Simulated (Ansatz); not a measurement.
## Run report: MnO, single-point calculation (part 2 of 2)

The same run, continued: MnO (F-43m, 4 atoms in the cell); DFT PBE+U+J, scalar-relativistic, plane waves, PAW, U = 6 eV, J = 0.7 eV on Mn atom 1 d; U = 6 eV, J = 0.7 eV on Mn atom 3 d, spin-polarised (Ansatz 0.2.0); cutoff 420 eV, 7×7×7 k-mesh, Gaussian smearing of 0.05 eV, collinear spins. The structure was built on a prototype by a generator; it need not be a known phase. It belongs to a series of runs on one base structure; here: natural orbitals of the symmetric run, filled by rank.

Geometry of the input (Å; fractional positions):
```
0.0000  2.4365  2.4365
4.8730  2.4365  2.4365
4.8730  4.8730  0.0000
Mn 0.0000  0.0000  0.0000
O  0.2500  0.2500  0.0000
Mn -0.0000  -0.0000  0.5000
O  0.2500  0.2500  0.5000
```

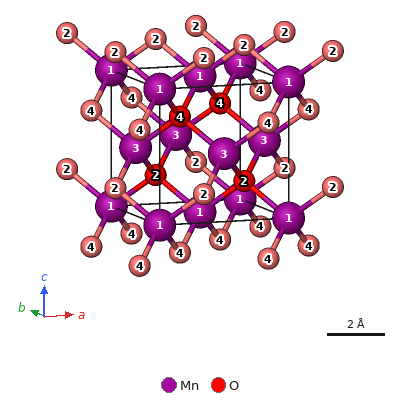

*The structure (ball-and-stick view of the cell 2 times as large as that of the calculation, set on its symmetry axes, seen slightly off an axis; neighbours outside the cell are drawn fainter; atoms are numbered from 1 in the order of the input). An atom can appear more than once, as a periodic image.*

What the program printed, continued:
```
SCF iter   1: F=—  HF=-8932.445892 eV  |F-HF|=—  |Δ(HF+E_count)|=         —  Δρ=7.18e-2 (↑7.18e-2 ↓7.18e-2)  dr2=9.50e0  dr2_m=8.53e-2  M=0.000 μB ∫|m|=9.348 μB  β_m=1.00  ethr=3.10e-3  ⟨swp⟩=4.8  Hψ=4664  notcnv=0  defer=21
preconditioner: auto → Resta (q_TF=auto, 2.586 Å⁻¹)  ε∞=5.0  [insulator: Δε(μ)=1.508 eV  Ē_g=12.386 eV  σ=0.050 eV  W_gap=1.00  n_scr=20 (ndim 8)  ℏωp=24.9 eV  f_vac=0.000  D(μ)=0.00/eV (n_scr^D=0)  ε∞_Penn≈5.0]
spin=Collinear: Resta preconditioning applied to the charge; magnetization (m = ρ↑ − ρ↓) channel mixes plain (no charge-response kernel on spin).
SCF iter   2: F=—  HF=-8931.287353 eV  |F-HF|=—  |Δ(HF+E_count)|=    1.16e0  Δρ=3.02e-2 (↑3.02e-2 ↓3.02e-2)  dr2=1.82e0  dr2_m=8.82e-2  M=0.000 μB ∫|m|=9.577 μB  β_m=1.00  ethr=3.10e-3  ⟨swp⟩=3.0  Hψ=2958  notcnv=0  defer=162
SCF iter   3: F=—  HF=-8930.890082 eV  |F-HF|=—  |Δ(HF+E_count)|=   3.97e-1  Δρ=1.23e-2 (↑1.23e-2 ↓1.23e-2)  dr2=3.99e-1  dr2_m=8.47e-3  M=0.000 μB ∫|m|=9.645 μB  β_m=1.00  ethr=3.10e-3  ⟨swp⟩=2.1  Hψ=2273  notcnv=0  defer=153
SCF iter   4: F=—  HF=-8930.862575 eV  |F-HF|=—  |Δ(HF+E_count)|=   2.75e-2  Δρ=7.69e-3 (↑7.69e-3 ↓7.69e-3)  dr2=6.20e-2  dr2_m=6.55e-3  M=0.000 μB ∫|m|=9.680 μB  β_m=1.00  ethr=9.51e-4  ⟨swp⟩=2.5  Hψ=1911  notcnv=0  defer=153
SCF iter   5: F=—  HF=-8930.903870 eV  |F-HF|=—  |Δ(HF+E_count)|=   4.13e-2  Δρ=1.93e-3 (↑1.93e-3 ↓1.93e-3)  dr2=3.16e-3  dr2_m=3.71e-4  M=0.000 μB ∫|m|=9.704 μB  β_m=1.00  ethr=1.48e-4  ⟨swp⟩=2.9  Hψ=2643  notcnv=0  defer=153
SCF iter   6: F=—  HF=-8930.902073 eV  |F-HF|=—  |Δ(HF+E_count)|=   1.80e-3  Δρ=1.38e-3 (↑1.38e-3 ↓1.38e-3)  dr2=1.84e-3  dr2_m=1.60e-4  M=0.000 μB ∫|m|=9.708 μB  β_m=0.30  ethr=7.53e-6  ⟨swp⟩=2.0  Hψ=2238  notcnv=0  defer=153
SCF iter   7: F=—  HF=-8930.903486 eV  |F-HF|=—  |Δ(HF+E_count)|=   1.41e-3  Δρ=6.16e-4 (↑6.16e-4 ↓6.16e-4)  dr2=1.71e-4  dr2_m=1.29e-4  M=0.000 μB ∫|m|=9.706 μB  β_m=1.00  ethr=4.38e-6  ⟨swp⟩=2.0  Hψ=2194  notcnv=0  defer=153
SCF iter   8: F=—  HF=-8930.904864 eV  |F-HF|=—  |Δ(HF+E_count)|=   1.38e-3  Δρ=2.32e-4 (↑2.32e-4 ↓2.32e-4)  dr2=5.16e-5  dr2_m=9.63e-6  M=0.000 μB ∫|m|=9.708 μB  β_m=0.30  ethr=4.07e-7  ⟨swp⟩=2.0  Hψ=1958  notcnv=0  defer=153
SCF iter   9: F=—  HF=-8930.904814 eV  |F-HF|=—  |Δ(HF+E_count)|=   5.04e-5  Δρ=1.96e-4 (↑1.96e-4 ↓1.96e-4)  dr2=4.93e-5  dr2_m=6.93e-6  M=0.000 μB ∫|m|=9.707 μB  β_m=0.30  ethr=1.23e-7  ⟨swp⟩=2.1  Hψ=2036  notcnv=0  defer=151
Mixer restart at iter 9: flushing history
spin-set hold released at iteration 9 (settled: charge residual and site-moment steps within their bounds): the magnetisation degrees of freedom join the quasi-Newton model from the next iteration; the mixer history was flushed
SCF iter  10: F=—  HF=-8930.904789 eV  |F-HF|=—  |Δ(HF+E_count)|=   2.49e-5  Δρ=1.61e-4 (↑1.61e-4 ↓1.61e-4)  dr2=1.36e-5  dr2_m=9.96e-6  M=0.000 μB ∫|m|=9.707 μB  β_m=0.65  ethr=1.17e-7  ⟨swp⟩=2.3  Hψ=1887  notcnv=0  defer=151
SCF iter  11: F=—  HF=-8930.904821 eV  |F-HF|=—  |Δ(HF+E_count)|=   3.25e-5  Δρ=1.02e-4 (↑1.02e-4 ↓1.02e-4)  dr2=1.14e-5  dr2_m=2.24e-6  M=0.000 μB ∫|m|=9.706 μB  β_m=0.65  ethr=3.24e-8  ⟨swp⟩=2.0  Hψ=1981  notcnv=0  defer=151
Mixer restart at iter 11: flushing history
SCF iter  12: F=—  HF=-8930.905518 eV  |F-HF|=—  |Δ(HF+E_count)|=         —  Δρ=1.05e-4 (↑1.05e-4 ↓1.05e-4)  dr2=1.28e-5  dr2_m=2.35e-6  M=0.000 μB ∫|m|=9.706 μB  β_m=0.65  ethr=2.73e-8  ⟨swp⟩=1.0  Hψ=1129  notcnv=0  defer=151
SCF iter  13: F=—  HF=-8930.944913 eV  |F-HF|=—  |Δ(HF+E_count)|=   3.94e-2  Δρ=4.84e-4 (↑4.84e-4 ↓4.84e-4)  dr2=3.57e-4  dr2_m=5.10e-5  M=0.000 μB ∫|m|=9.694 μB  β_m=0.79  ethr=2.73e-8  ⟨swp⟩=2.7  Hψ=1880  notcnv=0  defer=151
SCF iter  14: F=—  HF=-8930.951490 eV  |F-HF|=—  |Δ(HF+E_count)|=   6.58e-3  Δρ=5.97e-4 (↑5.97e-4 ↓5.97e-4)  dr2=4.18e-4  dr2_m=4.06e-5  M=0.000 μB ∫|m|=9.686 μB  β_m=0.72  ethr=2.73e-8  ⟨swp⟩=3.0  Hψ=2697  notcnv=0  defer=151
SCF iter  15: F=—  HF=-8930.951398 eV  |F-HF|=—  |Δ(HF+E_count)|=   9.25e-5  Δρ=1.64e-4 (↑1.64e-4 ↓1.64e-4)  dr2=3.71e-5  dr2_m=7.70e-6  M=0.000 μB ∫|m|=9.685 μB  β_m=0.80  ethr=2.73e-8  ⟨swp⟩=3.0  Hψ=2200  notcnv=0  defer=151
SCF iter  16: F=—  HF=-8930.951393 eV  |F-HF|=—  |Δ(HF+E_count)|=   4.23e-6  Δρ=2.37e-5 (↑2.37e-5 ↓2.37e-5)  dr2=1.21e-6  dr2_m=6.66e-8  M=0.000 μB ∫|m|=9.685 μB  β_m=0.81  ethr=2.73e-8  ⟨swp⟩=2.0  Hψ=1659  notcnv=0  defer=151
SCF iter  17: F=—  HF=-8930.951393 eV  |F-HF|=—  |Δ(HF+E_count)|=   2.05e-9  Δρ=1.57e-5 (↑1.57e-5 ↓1.57e-5)  dr2=2.57e-7  dr2_m=3.24e-8  M=0.000 μB ∫|m|=9.685 μB  β_m=0.82  ethr=2.89e-9  ⟨swp⟩=2.0  Hψ=1880  notcnv=0  defer=151
SCF iter  18: F=-8930.951393 eV  HF=-8930.951393 eV  |F-HF|=1.96e-8  |Δ(HF+E_count)|=   7.28e-8  Δρ=2.59e-6 (↑2.59e-6 ↓2.59e-6)  dr2=2.30e-8  dr2_m=9.05e-11  M=0.000 μB ∫|m|=9.685 μB  ethr=2.38e-10  ⟨swp⟩=12.0  Hψ=8061  notcnv=0
SCF 1 converged in 18 iterations: F = -8930.951393 eV  dr2 = 2.30e-8
  greatest PAW one-centre occupation: 1.003 electrons in one spin orbital (limit 2), on the Mn atom at site 2 (counted from 0), in its partial waves of l = 1
SCF converged after 18 iterations
Magnetization: 0.0000 μB (21.0000 up, 21.0000 down)
Absolute magnetization: 9.6885 μB (∫|ρ↑−ρ↓|, with the PAW one-centre terms)
Spin contamination: 4.9569 ħ² per cell (⟨S²⟩ above its minimum at these occupations)
Per-site moments (μB) at R_I (Å): [(4.127696658796932, 0.8704090424048074), (-7.3506636187427375e-16, 0.8704090424048077), (-4.127696658796935, 0.8704090424048077), (1.1427316197451846e-16, 0.8704090424048074)]
Free energy (F): -8930.951393 eV
Harris-Foulkes:  -8930.951393 eV  (|F-HF|=1.96e-8)
Internal energy: -8930.951393 eV  (E = F + TS)
E sigma→0 (E₀):  -8930.951393 eV
Fermi energy:    8.005511 eV
--- Per-component energies (eV) ---
  E_band       = -686.273052
  E_kinetic    = 941.190276
  E_local      = -5385.746692  (includes V_loc(G=0)·N_el)
  E_nonlocal   = 603.439584
  E_hartree    = 2168.284936
  E_xc         = -367.121808
  E_vxc        = -468.675210  (∫ρ·V_xc dr)
  E_hubbard    = 1.423528  (on-site DFT+U / exact-exchange correction)
  E_vhub       = -24.811778  (the Hubbard potential's part of the band-sum identity)
  E_paw        = -2929.819466  (= ΣΔE_a)
  E_vpaw       = -688.237226  (= ΣTr[D̂ρ^β])
  E_aug_tail   = 0.004816  (compensation charges beyond the density's cutoff)
  E_ewald      = -3962.606568
  E_smearing   = -0.000000  (= −TS)
  E_closure    = 0.000000  (closes the sum)
  Σ components = -8930.951393   (vs F -8930.951393, Δ=0.00e0)
--- DFT+U+J on-site energies (Liechtenstein; fll double counting; per corrected site; eV) ---
  site 0 (l=d): U=6.0000  J=0.7000  Tr N=5.2186  E_int=59.925796  E_dc=59.214032  E_U=0.711764
  site 2 (l=d): U=6.0000  J=0.7000  Tr N=5.2186  E_int=59.925796  E_dc=59.214032  E_U=0.711764
--- Specified on-site occupations, and those of the state reported ---
  electrons in the specified blocks: 9.9000 specified, 10.4373 found
  site 2 (l=d) ↑: largest change of an orbital's occupation 0.0477; electrons 0.1000 specified, 0.2510 found; spectral distance 0.0780
  site 0 (l=d) ↓: largest change of an orbital's occupation 0.0477; electrons 0.1000 specified, 0.2510 found; spectral distance 0.0780
  site 0 (l=d) ↑: largest change of an orbital's occupation 0.0287; electrons 4.8500 specified, 4.9677 found; spectral distance 0.0534
  site 2 (l=d) ↓: largest change of an orbital's occupation 0.0287; electrons 4.8500 specified, 4.9677 found; spectral distance 0.0534
--- Forces (eV/Å), atoms counted from 1 ---
  atom   1  Mn     0.00000000     0.00000000    -0.00000000
  atom   2  O     -0.00000000     0.00000000    -0.00000000
  atom   3  Mn     0.00000000     0.00000000    -0.00000000
  atom   4  O      0.00000000     0.00000000    -0.00000000
  max |Σ_I F_I| component: 3.12e-17 eV/Å
--- Stress (GPa, compression-positive) ---
       -2.715790      -0.000000       0.000000
       -0.000000      -1.644688      -0.000000
        0.000000      -0.000000      -1.644688
  P = ⅓ Tr σ = -2.0017 GPa (-20.017 kbar)
--- Band table (eV; the first three rows and the last of 80) ---
  k-point 0 ↑: bands = ["-72.6718", "-67.6650", "-41.4263", "-41.4144", "-41.4144", "-36.5124", "-36.5090", "-36.5090", "-9.5104", "-9.0156", "2.3092", "2.6265", "2.6265", "2.6748", "3.8285", "5.1593", "5.2521", "5.2521", "6.8538", "7.4048", "7.4048", "8.5380", "12.2154", "13.1647", "13.4936", "14.1007", "14.1007", "14.9292", "17.6052", "19.2033", "20.8209", "20.8209"]
  k-point 1 ↑: bands = ["-72.6717", "-67.6649", "-41.4260", "-41.4165", "-41.4142", "-36.5129", "-36.5111", "-36.5088", "-9.4615", "-9.0181", "2.3263", "2.6496", "2.6568", "2.8147", "3.6898", "4.9137", "5.1884", "5.4138", "6.6946", "7.0211", "7.3675", "9.2298", "12.4140", "13.1395", "13.4723", "14.0614", "14.0790", "15.1366", "17.6181", "18.3481", "20.6125", "20.8621"]
  k-point 2 ↑: bands = ["-72.6716", "-67.6645", "-41.4254", "-41.4213", "-41.4139", "-36.5188", "-36.5113", "-36.5084", "-9.3386", "-9.0348", "2.3015", "2.7041", "2.8543", "3.1634", "3.4420", "4.3849", "4.9623", "5.7230", "6.2373", "6.7461", "7.2706", "10.5195", "12.7015", "13.1755", "13.4509", "13.8849", "14.0047", "15.7201", "16.6195", "17.7113", "19.2786", "19.9914"]
  k-point 39 ↓: bands = ["-72.6706", "-67.6639", "-41.4246", "-41.4245", "-41.4237", "-36.5230", "-36.5229", "-36.5087", "-9.0390", "-9.0159", "2.1544", "2.6489", "3.2691", "3.5316", "3.5962", "4.6248", "5.2525", "5.5936", "5.7226", "5.8363", "6.1693", "11.9282", "12.0235", "13.1918", "13.5342", "13.6908", "14.4330", "14.8908", "17.0681", "18.1341", "18.9544", "19.5393"]
Occupation matrices written to [file]
--- Löwdin populations: 4 sites ---
  site symbol       q [e]    m [muB]
     0     Mn     13.7123     4.7456
     1      O      7.1350    -0.0000
     2     Mn     13.7123    -4.7456
     3      O      7.1350    -0.0000
  spilling = 0.007273 (of n_electrons = 42.000000)
--- Occupation matrices: 2 shells (run DFT+U table (all-electron-ortho-atomic); ε = 1.21e-3) ---
  Mn0 d_3D: site group Td (-43m); on the run's cell D2d (-42m)
  Mn0 d_3D up     Tr n = 4.9677  λ = 0.989 0.991 0.991 0.998 0.999  [3× xz 0.33 (T2 1.00) T2(1.00)/E(0.67) | 2× z2 0.50 (E 1.00) E(1.00)/A1(0.50)]
  Mn0 d_3D dn     Tr n = 0.2510  λ = 0.028 0.030 0.063 0.063 0.068  [x2-y2 0.75 (E 1.00) E(1.00)/A1(1.00) | z2 0.75 (E 1.00) E(1.00)/B1(1.00) | 2× xz 0.50 (T2 1.00) T2(1.00)/E(1.00) | yz 1.00 (T2 1.00) T2(1.00)/B2(1.00)]
  specified occupation → Mn0 d_3D up: matrix, ‖Δ‖_F = 0.0534, Tr Δ = -0.1177, displaced = 0.0588, d_λ = 0.0534; orbital distance = 0.0000
  specified occupation → Mn0 d_3D dn: matrix, ‖Δ‖_F = 0.0780, Tr Δ = -0.1510, displaced = 0.0755, d_λ = 0.0780; orbital distance = 0.0000
  Mn2 d_3D: site group Td (-43m); on the run's cell D2d (-42m)
  Mn2 d_3D up     Tr n = 0.2510  λ = 0.028 0.030 0.063 0.063 0.068  [x2-y2 0.75 (E 1.00) E(1.00)/A1(1.00) | z2 0.75 (E 1.00) E(1.00)/B1(1.00) | 2× xz 0.50 (T2 1.00) T2(1.00)/E(1.00) | yz 1.00 (T2 1.00) T2(1.00)/B2(1.00)]
  Mn2 d_3D dn     Tr n = 4.9677  λ = 0.989 0.991 0.991 0.998 0.999  [3× xz 0.33 (T2 1.00) T2(1.00)/E(0.67) | 2× z2 0.50 (E 1.00) E(1.00)/A1(0.50)]
  specified occupation → Mn2 d_3D up: matrix, ‖Δ‖_F = 0.0780, Tr Δ = -0.1510, displaced = 0.0755, d_λ = 0.0780; orbital distance = 0.0000
  specified occupation → Mn2 d_3D dn: matrix, ‖Δ‖_F = 0.0534, Tr Δ = -0.1177, displaced = 0.0588, d_λ = 0.0534; orbital distance = 0.0000
  Tr n, λ and their labels are of the run-group-symmetrised matrices; stabiliser: 16 of 32 elements of G0×{1,Θ} (closed), max defect 1.9e-15 at τ = 2.6e-4
```

Key numbers:

```tsv
quantity	value
outcome	converged
space group (tolerance 0.01 Å)	F-43m (216)
electrons treated	42
free energy	−8930.9514 eV
Fermi energy	8.006 eV
gap on the k-point mesh	1.07 eV
net moment of the cell	0.00 μB
integrated absolute moment	9.69 μB
pressure	−2.00 GPa
largest force (length of the vector)	under 0.001 eV/Å
hardware	2 threads of Intel Xeon @ 2.50GHz (Skylake/Cascade Lake), 16 GiB of memory available, shared host
wall time	7.9 s (CPU time 15 s)
peak memory	0.49 GiB
```
